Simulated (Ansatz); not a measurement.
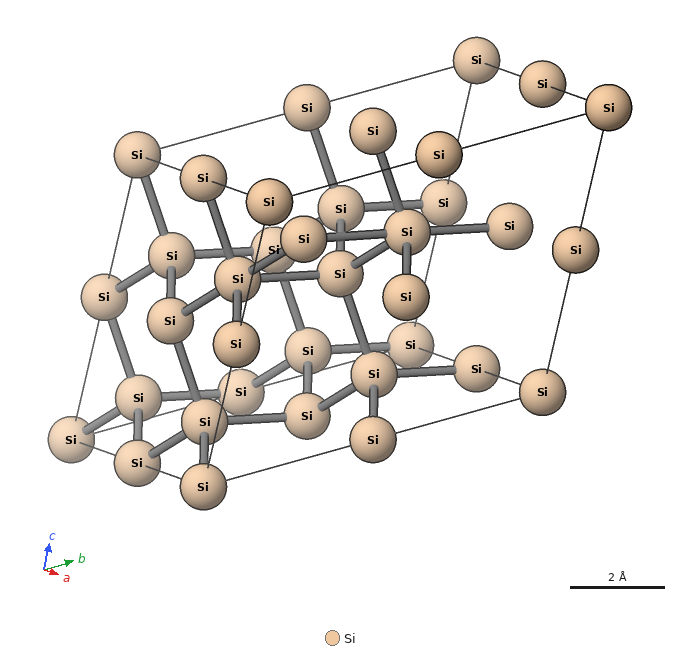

The input geometry (ball-and-stick view of the cell of the calculation, seen slightly off an axis).

## Si: geometry relaxation

System: Si (defect cell, 17 atoms in the cell).
Method: DFT PBE, scalar-relativistic, plane waves, PAW, no spin polarisation (Ansatz 0.2.0).

It belongs to a series of runs on one base structure; here: end point A relaxed.

### The program's output
```
Engine: ansatz 0.2.0, aarch64-unknown-linux-gnu
Pseudopotentials: kind: paw
Pseudopotential: Si, paw, valence charge 4, recommended cutoff 420 eV (normal), Si.paw.azcp
Functional definition: PBE
  parameter kappa = 0.804
  parameter beta = 0.06672455060314922
  exchange = pbe_x(kappa = kappa, mu = beta*pi^2/3)
  correlation = pbe_c(beta = beta)
Crystal: 17 atoms, lattice volume = 320.206 Å³
Basis set: ecut = 420 eV, 6231 PW (Γ), exchange–correlation on 108×108×108 points (8 copies of the dense FFT grid, shifted against one another)
Bands: 51, of which v1, the nominal top of the filled ones, is band 34 counted from 1 (33 counted from 0)
Symmetry: 1 space group operations
Space group: P1 (ITA 1), of the structure as read, at distance tolerance 6.8e-5 Å
k-points: 8
Non-local potential: Si, projectors of the file, l = 0: 2, l = 1: 2, l = 2: 2
PAW form: soft (Blöchl's): semilocal exchange-correlation on the pseudo side does not see the compensation charge
PAW one-centre angular grid: Si, 110 points (default); XC on 64 Gauss nodes
Initial density: superposition of atomic densities (neutral atoms: chi_scale 0, normalization atom), corrected by the library's trained network
Initial wavefunctions: pseudopotential atomic-orbital guess
Functional: x = pbe(κ = 0.804, μ = 0.2195149727645171), c = pbe(β = 0.06672455060314922)
SCF iter   1: F=—  HF=-10804.419318 eV  |F-HF|=—  |Δ(HF+E_count)|=         —  Δρ=2.40e-3  dr2=2.69e-2  ethr=1.77e-3  ⟨swp⟩=9.1  Hψ=2227  notcnv=0  defer=17
preconditioner: auto → Resta (q_TF=auto, 2.107 Å⁻¹)  ε∞=5.6  [insulator: Δε(μ)=0.151 eV  Ē_g=8.003 eV  σ=0.050 eV  W_gap=0.55  n_scr=58 (ndim 8)  ℏωp=17.1 eV  f_vac=0.000  D(μ)=4.22/eV (n_scr^D=14)  ε∞_Penn≈5.6]
SCF iter   2: F=—  HF=-10804.417963 eV  |F-HF|=—  |Δ(HF+E_count)|=   1.36e-3  Δρ=1.39e-3  dr2=8.32e-3  ethr=3.96e-5  ⟨swp⟩=2.0  Hψ=557  notcnv=0  defer=30
SCF iter   3: F=—  HF=-10804.417988 eV  |F-HF|=—  |Δ(HF+E_count)|=   2.51e-5  Δρ=4.04e-4  dr2=1.96e-3  ethr=1.22e-5  ⟨swp⟩=2.4  Hψ=598  notcnv=0  defer=30
SCF iter   4: F=—  HF=-10804.417857 eV  |F-HF|=—  |Δ(HF+E_count)|=   1.30e-4  Δρ=1.47e-4  dr2=1.63e-4  ethr=2.88e-6  ⟨swp⟩=2.0  Hψ=465  notcnv=0  defer=30
iter 5 did not close the SCF: its close was put off for the readings that it lacked (scf_convergence_deferred on its scf_iter line)
SCF iter   5: F=-10804.417922 eV  HF=-10804.417918 eV  |F-HF|=4.23e-6  |Δ(HF+E_count)|=   6.10e-5  Δρ=3.86e-5  dr2=8.23e-6  ethr=2.39e-7  ⟨swp⟩=2.0  Hψ=511  notcnv=0  defer=30
SCF iter   6: F=-10804.417925 eV  HF=-10804.417925 eV  |F-HF|=5.50e-7  |Δ(HF+E_count)|=   6.92e-6  Δρ=1.01e-5  dr2=1.05e-6  ethr=1.21e-8  ⟨swp⟩=2.4  Hψ=1257  notcnv=0
SCF 1 converged in 6 iterations: F = -10804.417925 eV  dr2 = 1.05e-6
  greatest PAW one-centre occupation: 0.716 electrons in one spin orbital (limit 2), on the Si atom at site 16 (counted from 0), in its partial waves of l = 0
relax step   1: F+E_penalty+E_count = -10804.41792458 eV  Δ(F+E_penalty+E_count) = +0.000e0 eV  max|allowed force component| = 7.390e-1 eV/Å  Δτ_max = 0.0000 Å  (6 SCF iters, dr2 threshold 2.25e-5 eV, accepted)
Initial density: handed on by an earlier stage of this run
Initial wavefunctions: those handed on with the density
iter 1 solved again at ethr=7.23e-5 eV; its pass at ethr=3.10e-3 eV (dr2=4.92e-2 eV) is discarded
SCF iter   1: F=—  HF=-10804.548188 eV  |F-HF|=—  |Δ(HF+E_count)|=         —  Δρ=2.15e-3  dr2=5.22e-2  ethr=7.23e-5  ⟨swp⟩=2.6  Hψ=1240  notcnv=0  defer=28
preconditioner: auto → Resta (q_TF=auto, 2.107 Å⁻¹)  ε∞=5.6  [insulator: Δε(μ)=0.222 eV  Ē_g=7.987 eV  σ=0.050 eV  W_gap=0.67  n_scr=58 (ndim 8)  ℏωp=17.1 eV  f_vac=0.000  D(μ)=4.17/eV (n_scr^D=14)  ε∞_Penn≈5.6]
SCF iter   2: F=—  HF=-10804.538476 eV  |F-HF|=—  |Δ(HF+E_count)|=   9.71e-3  Δρ=8.41e-4  dr2=2.82e-3  ethr=7.23e-5  ⟨swp⟩=2.1  Hψ=452  notcnv=0  defer=28
SCF iter   3: F=—  HF=-10804.538209 eV  |F-HF|=—  |Δ(HF+E_count)|=   2.67e-4  Δρ=3.13e-4  dr2=2.70e-4  ethr=4.15e-6  ⟨swp⟩=2.1  Hψ=544  notcnv=0  defer=28
SCF iter   4: F=-10804.538206 eV  HF=-10804.538213 eV  |F-HF|=7.51e-6  |Δ(HF+E_count)|=   4.54e-6  Δρ=5.18e-5  dr2=1.65e-5  ethr=5.02e-8  ⟨swp⟩=2.9  Hψ=1494  notcnv=0
SCF 2 converged in 4 iterations: F = -10804.538206 eV  dr2 = 1.65e-5
relax step   2: F+E_penalty+E_count = -10804.53820596 eV  Δ(F+E_penalty+E_count) = -1.203e-1 eV  max|allowed force component| = 2.691e-1 eV/Å  Δτ_max = 0.0354 Å  (4 SCF iters, dr2 threshold 3.41e-5 eV, accepted)
SCF iter   1: F=—  HF=-10804.559263 eV  |F-HF|=—  |Δ(HF+E_count)|=         —  Δρ=1.44e-3  dr2=2.11e-2  ethr=3.15e-4  ⟨swp⟩=3.1  Hψ=1039  notcnv=0  defer=28
preconditioner: auto → Resta (q_TF=auto, 2.107 Å⁻¹)  ε∞=5.6  [insulator: Δε(μ)=0.248 eV  Ē_g=7.982 eV  σ=0.050 eV  W_gap=0.70  n_scr=58 (ndim 8)  ℏωp=17.1 eV  f_vac=0.000  D(μ)=4.24/eV (n_scr^D=14)  ε∞_Penn≈5.6]
SCF iter   2: F=—  HF=-10804.555370 eV  |F-HF|=—  |Δ(HF+E_count)|=   3.89e-3  Δρ=5.67e-4  dr2=1.06e-3  ethr=3.10e-5  ⟨swp⟩=2.4  Hψ=594  notcnv=0  defer=28
SCF iter   3: F=—  HF=-10804.555180 eV  |F-HF|=—  |Δ(HF+E_count)|=   1.90e-4  Δρ=2.19e-4  dr2=1.06e-4  ethr=1.56e-6  ⟨swp⟩=2.5  Hψ=575  notcnv=0  defer=28
SCF iter   4: F=-10804.555179 eV  HF=-10804.555179 eV  |F-HF|=4.57e-8  |Δ(HF+E_count)|=   6.91e-7  Δρ=2.27e-5  dr2=2.03e-6  ethr=6.66e-9  ⟨swp⟩=3.2  Hψ=1587  notcnv=0
SCF 3 converged in 4 iterations: F = -10804.555179 eV  dr2 = 2.03e-6
  greatest PAW one-centre occupation: 0.717 electrons in one spin orbital (limit 2), on the Si atom at site 16 (counted from 0), in its partial waves of l = 0
relax step   3: F+E_penalty+E_count = -10804.55517887 eV  Δ(F+E_penalty+E_count) = -1.697e-2 eV  max|allowed force component| = 2.233e-2 eV/Å  Δτ_max = 0.0357 Å  (4 SCF iters, dr2 threshold 4.53e-6 eV, accepted)
iter 1 solved again at ethr=2.99e-9 eV; its pass at ethr=3.10e-3 eV (dr2=2.04e-6 eV) is discarded
SCF iter   1: F=—  HF=-10804.555180 eV  |F-HF|=—  |Δ(HF+E_count)|=         —  Δρ=2.27e-5  dr2=2.04e-6  ethr=2.99e-9  ⟨swp⟩=1.0  Hψ=1008  notcnv=0  defer=28
preconditioner: auto → Resta (q_TF=auto, 2.107 Å⁻¹)  ε∞=5.6  [insulator: Δε(μ)=0.246 eV  Ē_g=7.982 eV  σ=0.050 eV  W_gap=0.69  n_scr=58 (ndim 8)  ℏωp=17.1 eV  f_vac=0.000  D(μ)=4.19/eV (n_scr^D=14)  ε∞_Penn≈5.6]
SCF iter   2: F=—  HF=-10804.555179 eV  |F-HF|=—  |Δ(HF+E_count)|=   9.89e-7  Δρ=1.41e-5  dr2=6.99e-7  ethr=2.99e-9  ⟨swp⟩=1.0  Hψ=380  notcnv=0  defer=28
SCF iter   3: F=-10804.555179 eV  HF=-10804.555179 eV  |F-HF|=3.47e-9  |Δ(HF+E_count)|=   2.51e-7  Δρ=2.34e-6  dr2=3.85e-8  ethr=1.47e-10  ⟨swp⟩=3.0  Hψ=1402  notcnv=0
SCF 4 converged in 3 iterations: F = -10804.555179 eV  dr2 = 3.85e-8
relax step   4: F+E_penalty+E_count = -10804.55517935 eV  Δ(F+E_penalty+E_count) = -4.793e-7 eV  max|allowed force component| = 2.217e-2 eV/Å  Δτ_max = 0.0000 Å  (3 SCF iters, accepted)
```

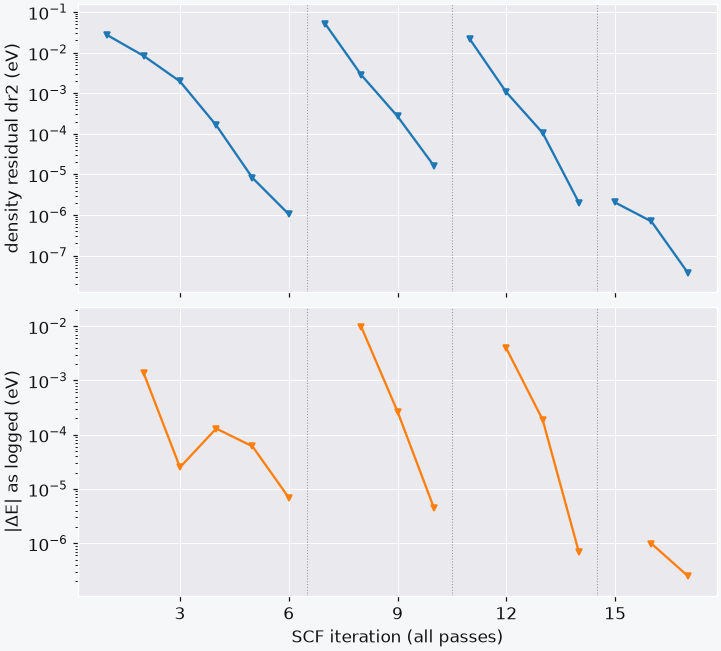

Convergence of the self-consistent field: density residual dr2 and size of the energy change against the SCF iteration. The dotted lines part the SCF passes of the relaxation: geometry steps, rejected trials and re-solves on a re-selected basis. The passes take 6, 4, 4 and 3 iterations.

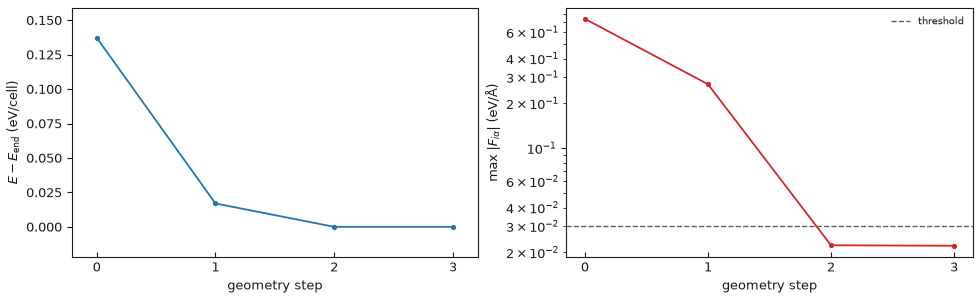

Progress of the relaxation, step by step (the first geometry is step 0 here and step 1 in the log).

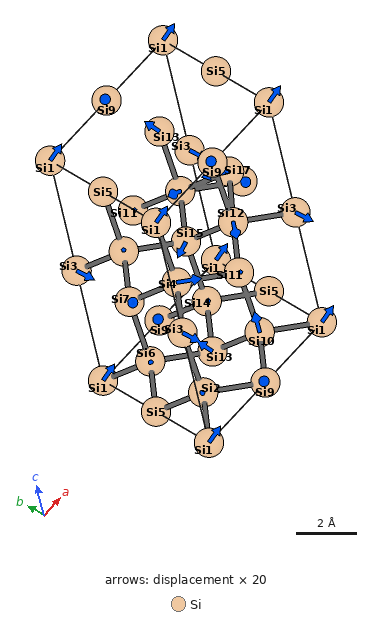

The starting structure with the displacements as blue arrows, magnified 20 times (ball-and-stick view of the cell of the calculation, seen slightly off an axis). After 3 geometry steps the energy has fallen by 0.137 eV per cell of the calculation. The largest force component goes from 0.74 to 0.022 eV/Å. The largest move is that of Si17, 0.049 Å. The cell doesn't change. Among the contacts that change: Si4–Si17 2.300 → 2.393 Å, Si10–Si11 2.351 → 2.310 Å, Si1–Si10 2.351 → 2.385 Å, Si10–Si13 2.351 → 2.384 Å. (Atoms are counted from 1 in the order of the input.)

```
SCF converged after 3 iterations
Free energy (F): -10804.555179 eV
Harris-Foulkes:  -10804.555179 eV  (|F-HF|=3.47e-9)
Internal energy: -10804.521174 eV  (E = F + TS)
E sigma→0 (E₀):  -10804.538177 eV
Entropy (-TS):   -0.034005 eV (-2.000 meV/atom)
Fermi energy:    7.307166 eV
--- Per-component energies (eV) ---
  E_band       = 114.342812
  E_kinetic    = 701.238083
  E_local      = -455.559840  (includes V_loc(G=0)·N_el)
  E_nonlocal   = 442.899249
  E_hartree    = 135.259395
  E_xc         = -944.536963
  E_vxc        = -803.000387  (∫ρ·V_xc dr)
  E_paw        = -8717.024375  (= ΣΔE_a)
  E_vpaw       = -41.752808  (= ΣTr[D̂ρ^β])
  E_aug_tail   = 0.000103  (compensation charges beyond the density's cutoff)
  E_ewald      = -1966.796827
  E_smearing   = -0.034005  (= −TS)
  E_closure    = -0.000000  (closes the sum)
  Σ components = -10804.555179   (vs F -10804.555179, Δ=0.00e0)
--- Forces (eV/Å), atoms counted from 1 ---
  atom   1  Si     0.00072991    -0.01344964    -0.00260985
  atom   2  Si     0.01443909    -0.01451130     0.01459108
  atom   3  Si     0.01360091    -0.00076168    -0.00253142
  atom   4  Si     0.00582581    -0.00589729    -0.00592661
  atom   5  Si    -0.00127006     0.00124717     0.00043773
  atom   6  Si    -0.01338353    -0.01585045    -0.01647734
  atom   7  Si     0.00117602    -0.00128809    -0.01353412
  atom   8  Si     0.01569172     0.01350267    -0.01638946
  atom   9  Si    -0.00157442     0.00162995     0.01446942
  atom  10  Si     0.00300618     0.00362811    -0.00226475
  atom  11  Si    -0.00358336     0.00341471     0.00065740
  atom  12  Si    -0.00325250    -0.00255980    -0.00180587
  atom  13  Si    -0.02217190     0.00092963     0.00045761
  atom  14  Si    -0.01541520     0.01562276     0.01799747
  atom  15  Si    -0.00095845     0.02168962     0.00053843
  atom  16  Si     0.01119376    -0.01120180     0.01132489
  atom  17  Si    -0.00406403     0.00386522     0.00106783
  max |Σ_I F_I| component: 1.01e-5 eV/Å
--- Relaxed structure (4 steps of the walk, 4 accepted, 0 SCFs on fresh bases) ---
  F+E_penalty+E_count = -10804.55517935 eV   max|allowed force component| = 2.217e-2 eV/Å
  atoms:
    - { symbol: Si, position: [0.0036566476934264663, -0.003292216405639238, 0.002893301261660689] }
    - { symbol: Si, position: [0.12484662162443426, 0.12631476344478942, 0.12441302847130009] }
    - { symbol: Si, position: [0.003656129557620333, -0.003301830849608292, 0.49672857400216636] }
    - { symbol: Si, position: [0.1327060310566783, 0.12223520516892691, 0.6225194525546541] }
    - { symbol: Si, position: [9.418588003273776e-5, 0.5000138560286539, -5.374601369090293e-5] }
    - { symbol: Si, position: [0.1248574100049844, 0.6243784721763749, 0.12452671064680965] }
    - { symbol: Si, position: [0.0037225675282608894, 0.5025512215204531, 0.4968610580659321] }
    - { symbol: Si, position: [0.12485850997526093, 0.6243709604656971, 0.626238733653744] }
    - { symbol: Si, position: [0.4971589260324264, -0.003167481248827847, 0.0029921909989064632] }
    - { symbol: Si, position: [0.6232638627072513, 0.12255300727073287, 0.13148244044184615] }
    - { symbol: Si, position: [0.5010792681125371, -0.000985715267125098, 0.4999299237301693] }
    - { symbol: Si, position: [0.6232581229373894, 0.12253405763754144, 0.6226754578420896] }
    - { symbol: Si, position: [0.4971237847940562, 0.5028163277438427, 0.003224039182704863] }
    - { symbol: Si, position: [0.6263805358812441, 0.6244997567084055, 0.12455781211918426] }
    - { symbol: Si, position: [0.4971282606364856, 0.5028018229523756, 0.4968361256516098] }
    - { symbol: Si, position: [0.6234520126864314, 0.6305083769819884, 0.6230165835102189] }
    - { symbol: Si, position: [0.7510052228914806, 0.24905341567141936, 0.749948513880695] }
```

### Trajectory as extended XYZ (Å, eV, eV/Å), 4 frames, from step=1 to step=4
```
17
Lattice="0.0000 5.4300 5.4300 5.4300 0.0000 5.4300 5.4300 5.4300 0.0000" Properties=species:S:1:pos:R:3:forces:R:3 step=1 energy=-10804.41792
Si    0.0000    0.0000    0.0000    0.0259   0.5749  -0.0302
Si    1.3575    1.3575    1.3575    0.0663  -0.0671   0.0929
Si    2.7150    2.7150    0.0000   -0.5778  -0.0252  -0.0293
Si    4.0725    4.0725    1.3575   -0.7007   0.7028   0.7390
Si    2.7150    0.0000    2.7150    0.0020  -0.0019  -0.0006
Si    4.0725    1.3575    4.0725   -0.0896  -0.0493  -0.0627
Si    5.4300    2.7150    2.7150    0.0412  -0.0414   0.5264
Si    6.7875    4.0725    4.0725    0.0495   0.0897  -0.0637
Si    0.0000    2.7150    2.7150   -0.0060   0.0077  -0.4912
Si    1.3575    4.0725    4.0725    0.5029   0.4132  -0.4718
Si    2.7150    5.4300    2.7150   -0.0614   0.0589   0.0158
Si    4.0725    6.7875    4.0725   -0.4189  -0.5090  -0.4796
Si    2.7150    2.7150    5.4300    0.4491  -0.0088   0.0180
Si    4.0725    4.0725    6.7875   -0.0581   0.0573   0.0437
Si    5.4300    5.4300    5.4300    0.0094  -0.4513   0.0189
Si    6.7875    6.7875    6.7875    0.3788  -0.3772   0.3241
Si    5.3902    8.1832    5.4416    0.3876  -0.3734  -0.1498
17
Lattice="0.0000 5.4300 5.4300 5.4300 0.0000 5.4300 5.4300 5.4300 0.0000" Properties=species:S:1:pos:R:3:forces:R:3 step=2 energy=-10804.53821
Si    0.0010    0.0247   -0.0009    0.0017   0.1680   0.0005
Si    1.3651    1.3498    1.3667   -0.0276   0.0278  -0.0377
Si    2.6903    2.7140   -0.0009   -0.1692  -0.0017   0.0004
Si    4.0528    4.0923    1.3792   -0.2662   0.2664   0.2691
Si    2.7167   -0.0016    2.7146   -0.0025   0.0024   0.0009
Si    4.0639    1.3515    4.0658    0.0386   0.0226   0.0282
Si    5.4313    2.7137    2.7395    0.0001   0.0001   0.1513
Si    6.7935    4.0811    4.0658   -0.0225  -0.0386   0.0284
Si    0.0000    2.7151    2.6909    0.0036  -0.0036  -0.1373
Si    1.3742    4.0843    4.0573    0.1571   0.1554  -0.1578
Si    2.7061    5.4386    2.7174    0.0020  -0.0018   0.0014
Si    4.0606    6.7707    4.0571   -0.1582  -0.1602  -0.1609
Si    2.7382    2.7147    5.4305    0.1250  -0.0019  -0.0031
Si    4.0667    4.0782    6.7922    0.0297  -0.0294  -0.0235
Si    5.4303    5.4068    5.4305    0.0020  -0.1256  -0.0032
Si    6.7999    6.7752    6.7969    0.1090  -0.1091   0.1096
Si    5.3997    8.1741    5.4391    0.1775  -0.1709  -0.0664
17
Lattice="0.0000 5.4300 5.4300 5.4300 0.0000 5.4300 5.4300 5.4300 0.0000" Properties=species:S:1:pos:R:3:forces:R:3 step=3 energy=-10804.55518
Si   -0.0022    0.0356    0.0020    0.0007  -0.0137  -0.0026
Si    1.3615    1.3535    1.3638    0.0145  -0.0146   0.0147
Si    2.6793    2.7171    0.0019    0.0138  -0.0007  -0.0025
Si    4.0440    4.1009    1.3843    0.0062  -0.0063  -0.0063
Si    2.7148    0.0002    2.7156   -0.0013   0.0013   0.0004
Si    4.0666    1.3542    4.0684   -0.0135  -0.0159  -0.0166
Si    5.4268    2.7182    2.7491    0.0012  -0.0013  -0.0137
Si    6.7908    4.0785    4.0683    0.0158   0.0136  -0.0165
Si   -0.0010    2.7158    2.6824   -0.0016   0.0016   0.0146
Si    1.3794    4.0983    4.0498    0.0029   0.0035  -0.0021
Si    2.7093    5.4355    2.7155   -0.0037   0.0035   0.0007
Si    4.0465    6.7654    4.0497   -0.0031  -0.0024  -0.0016
Si    2.7478    2.7169    5.4297   -0.0223   0.0009   0.0004
Si    4.0674    4.0776    6.7923   -0.0155   0.0157   0.0181
Si    5.4280    5.3972    5.4296   -0.0009   0.0218   0.0005
Si    6.8066    6.7683    6.8090    0.0111  -0.0111   0.0112
Si    5.4246    8.1502    5.4303   -0.0043   0.0040   0.0011
17
Lattice="0.0000 5.4300 5.4300 5.4300 0.0000 5.4300 5.4300 5.4300 0.0000" Properties=species:S:1:pos:R:3:forces:R:3 step=4 energy=-10804.55518
Si   -0.0022    0.0356    0.0020    0.0007  -0.0135  -0.0026
Si    1.3615    1.3535    1.3638    0.0144  -0.0145   0.0146
Si    2.6793    2.7171    0.0019    0.0136  -0.0008  -0.0025
Si    4.0440    4.1009    1.3843    0.0058  -0.0059  -0.0059
Si    2.7148    0.0002    2.7156   -0.0013   0.0012   0.0004
Si    4.0666    1.3542    4.0684   -0.0134  -0.0158  -0.0165
Si    5.4268    2.7182    2.7491    0.0012  -0.0013  -0.0135
Si    6.7908    4.0785    4.0683    0.0157   0.0135  -0.0164
Si   -0.0010    2.7158    2.6824   -0.0016   0.0016   0.0145
Si    1.3794    4.0983    4.0498    0.0030   0.0036  -0.0023
Si    2.7093    5.4355    2.7155   -0.0036   0.0034   0.0007
Si    4.0465    6.7654    4.0497   -0.0033  -0.0026  -0.0018
Si    2.7478    2.7169    5.4297   -0.0222   0.0009   0.0005
Si    4.0674    4.0776    6.7923   -0.0154   0.0156   0.0180
Si    5.4280    5.3972    5.4296   -0.0010   0.0217   0.0005
Si    6.8066    6.7683    6.8090    0.0112  -0.0112   0.0113
Si    5.4246    8.1502    5.4303   -0.0041   0.0039   0.0011
```

This output came from the following input.

### The input
```yaml
crystal:
  lattice:
    - [0.0, 5.43, 5.43]
    - [5.43, 0.0, 5.43]
    - [5.43, 5.43, 0.0]
  atoms:
    - { symbol: Si, position: [0.0, 0.0, 0.0] }
    - { symbol: Si, position: [0.125, 0.125, 0.125] }
    - { symbol: Si, position: [0.0, 0.0, 0.5] }
    - { symbol: Si, position: [0.125, 0.125, 0.625] }
    - { symbol: Si, position: [0.0, 0.5, 0.0] }
    - { symbol: Si, position: [0.125, 0.625, 0.125] }
    - { symbol: Si, position: [0.0, 0.5, 0.5] }
    - { symbol: Si, position: [0.125, 0.625, 0.625] }
    - { symbol: Si, position: [0.5, 0.0, 0.0] }
    - { symbol: Si, position: [0.625, 0.125, 0.125] }
    - { symbol: Si, position: [0.5, 0.0, 0.5] }
    - { symbol: Si, position: [0.625, 0.125, 0.625] }
    - { symbol: Si, position: [0.5, 0.5, 0.0] }
    - { symbol: Si, position: [0.625, 0.625, 0.125] }
    - { symbol: Si, position: [0.5, 0.5, 0.5] }
    - { symbol: Si, position: [0.625, 0.625, 0.625] }
    - { symbol: Si, position: [0.7582481, 0.243884, 0.7487902] }
basis:
  ecutwfc: 420.0
kpoints:
  mp_grid: { grid: [2, 2, 2] }
hamiltonian:
  xc: pbe
scf:
  occupations: { method: fermi_dirac, width: 0.05 }
  lower_state_search: "off"
relax:
  f_tol: 0.03
  max_steps: 60
  adjacent_minimum: "off"
```

Run as:
```bash
ansatz run input.yaml --threads 1 --pin off --max-ram 3072MiB --backend cpu --events-out ev --progress --plain --runs-dir out
```

### Key numbers

```csv
quantity,value
outcome,converged
electrons treated,68
free energy,−10804.5552 eV
Fermi energy,7.307 eV
final volume,320.21 Å³
largest force (length of the vector) at the end,0.028 eV/Å
hardware,"1 thread of Arm Neoverse V1, 24 GiB of memory available, shared host"
wall time,20 s
peak memory,0.5 GiB
```

### Notes

The k-point mesh is coarse for a cell of this size, so the results may not be converged.
